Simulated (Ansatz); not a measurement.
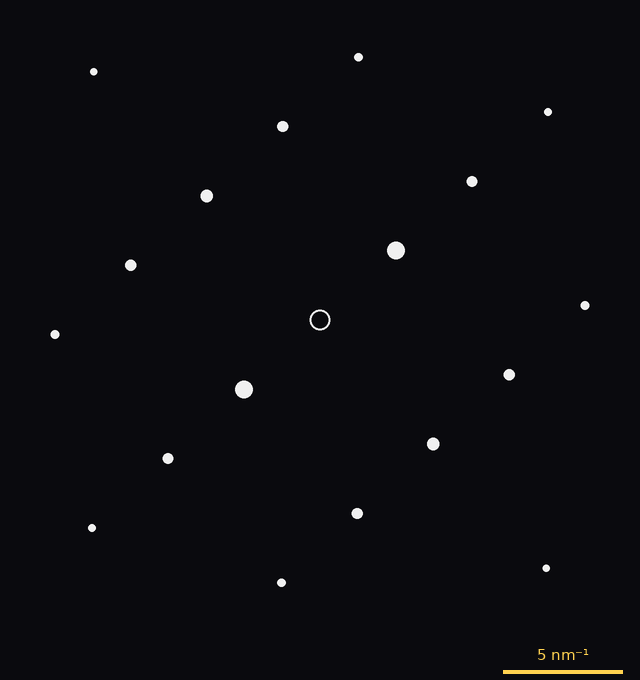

The pattern is a kinematic simulation for 120 kV electrons (no multiple scattering; isotropic B = 1 Å²).

Candidate phases (model or computed cells):
A. Al, space group Fm-3m (No. 225), a = 3.991 Å
B. C, space group P6_3/mmc (No. 194), a = 2.445 Å, c = 6.657 Å (hexagonal axes)
C. Al, space group Im-3m (No. 229), a = 3.21 Å
D. Co, space group P6_3/mmc (No. 194), a = 2.49 Å, c = 4.03 Å (hexagonal axes)

Q: Which candidate gives this pattern, and along which zone?

A: Candidate A (Al), along [211] or an equivalent direction. The spots form a rectangular net whose two shortest vectors correspond to d = 2.30 Å and 1.41 Å, 90.0° apart. They index as -1 1 1 and 0 -2 2; no zone of the other candidates with indices up to 3 has this net.
